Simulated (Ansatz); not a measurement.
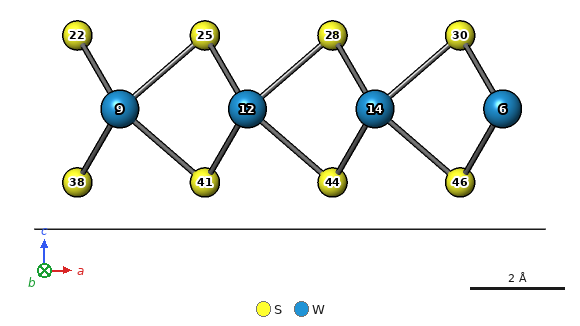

A defect cell of composition W5S11, before the relaxation. The picture is a ball-and-stick view of the cell of the calculation, outlined in the plane, without the vacuum, seen along the b axis.

Case: S on a W site (c), charge +0, atoms relaxed at the host's cell.

Method: DFT PBE+D3(BJ), scalar-relativistic, plane waves, PAW (Ansatz).

Settings: plane-wave cutoff 420 eV; k-point mesh 2 × 2 × 2; occupations gaussian; smearing width 0.01 eV; no spin polarisation; atoms relaxed in a fixed cell; force threshold 0.025 eV/Å; at most 45 steps.

```
CELL_PARAMETERS angstrom
12.63887 0.00000 0.00000
-6.31943 -10.94558 0.00000
0.00000 0.00000 -16.93947
ATOMIC_POSITIONS crystal
S 0.91667 0.58333 0.00000
W 0.16667 0.58333 0.00000
W 0.91667 0.33333 0.00000
W 0.41667 0.58333 0.00000
W 0.16667 0.33333 0.00000
W 0.91667 0.08333 0.00000
W 0.66667 0.58333 0.00000
W 0.41667 0.33333 0.00000
W 0.16667 0.08333 0.00000
W 0.91667 0.83333 0.00000
W 0.66667 0.33333 0.00000
W 0.41667 0.08333 0.00000
W 0.16667 0.83333 0.00000
W 0.66667 0.08333 0.00000
W 0.41667 0.83333 0.00000
W 0.66667 0.83333 0.00000
S 0.08333 0.66667 0.09304
S 0.33333 0.66667 0.09304
S 0.08333 0.41667 0.09304
S 0.58333 0.66667 0.09304
S 0.33333 0.41667 0.09304
S 0.08333 0.16667 0.09304
S 0.83333 0.66667 0.09304
S 0.58333 0.41667 0.09304
S 0.33333 0.16667 0.09304
S 0.08333 0.91667 0.09304
S 0.83333 0.41667 0.09304
S 0.58333 0.16667 0.09304
S 0.33333 0.91667 0.09304
S 0.83333 0.16667 0.09304
S 0.58333 0.91667 0.09304
S 0.83333 0.91667 0.09304
S 0.08333 0.66667 0.90696
S 0.33333 0.66667 0.90696
S 0.08333 0.41667 0.90696
S 0.58333 0.66667 0.90696
S 0.33333 0.41667 0.90696
S 0.08333 0.16667 0.90696
S 0.83333 0.66667 0.90696
S 0.58333 0.41667 0.90696
S 0.33333 0.16667 0.90696
S 0.08333 0.91667 0.90696
S 0.83333 0.41667 0.90696
S 0.58333 0.16667 0.90696
S 0.33333 0.91667 0.90696
S 0.83333 0.16667 0.90696
S 0.58333 0.91667 0.90696
S 0.83333 0.91667 0.90696
```

What does the optimiser find from here?

The largest moves relative to the layer's centre, 0.076 Å, are those of S17, S23, S27, S33, S39 and S43. S17 goes at 11° to the normal (−c side). Largest moves by element: S 0.076 Å, W 0.061 Å. The cell stays as it was. Some distances before and after: W11–W12 3.160 → 3.099 Å, W10–W13 3.160 → 3.220 Å, S1–S17 2.411 → 2.374 Å, W10–W16 3.160 → 3.134 Å. Bond angles that change, for instance: S27–W3–S43 81.6° → 77.5°, S17–S1–S33 81.6° → 78.5°, S1–S17–W2 81.9° → 84.9°. The energy falls by 0.307 eV per cell of the calculation in 3 accepted moves (5 points after the start). The largest force component goes from 0.71 to 0.015 eV/Å. The line search rejected the trial step at point 1 of the run. 1 step only repeated the SCF at the same geometry.

Step by step:

```csv
step,"E − E(0), meV/atom","largest force component, eV/Å",note
0,0.00,0.7054,
1,20.40,1.5740,rejected
2,-5.97,0.1603,
3,-6.18,0.1182,
4,-6.40,0.0150,
5,-6.40,0.0150,"same geometry, SCF repeated"
```

The end point in the same view:

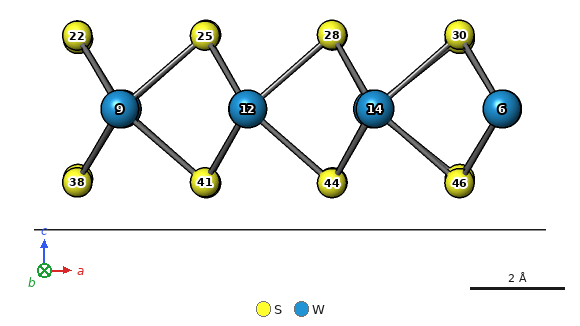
